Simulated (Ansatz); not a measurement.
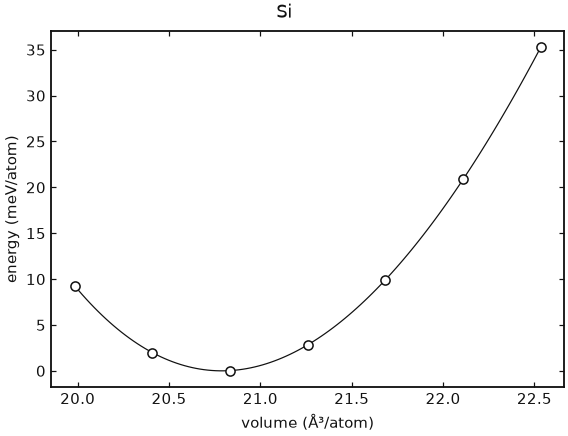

The figure shows the energy against volume for Si, space group I4/mmm (No. 139).

Structure:
```
Si
1.0
    -3.32544    3.32544    1.92239
     3.32544   -3.32544    1.92239
     3.32544    3.32544   -1.92239
Si
4
Direct
  0.82120 0.17880 0.00000
  0.17880 0.82120 0.00000
  0.82120 0.82120 0.64240
  0.17880 0.17880 0.35760
```

How it was computed, with Ansatz 0.2.0: all-electron LAPW DFT, no spin polarisation; energies at scaled volumes of the given cell, shape and fractions fixed, counted from the fit's minimum, third-order Birch-Murnaghan fit. Level: LDA.

k mesh 8×8×8; occupations Fermi–Dirac; smearing width 0.05 eV; potentials all electron LAPW, scalar relativistic; program settings basis error eV/atom 0.002.

From this curve and the settings, what does the calculation give for the pressure at the same points?

The pressure falls from 3.83 GPa at volume 19.98 Å³/atom to −6.01 GPa at 22.53 Å³/atom, and changes sign near 20.80 Å³/atom.

```csv
volume (Å³/atom),pressure (GPa)
19.98,3.83
20.41,1.72
20.83,-0.17
21.26,-1.88
21.68,-3.41
22.11,-4.78
22.53,-6.01
```

Caveats: shape and atomic fractions are frozen while scaling, which makes layered, chain and framework solids too stiff.
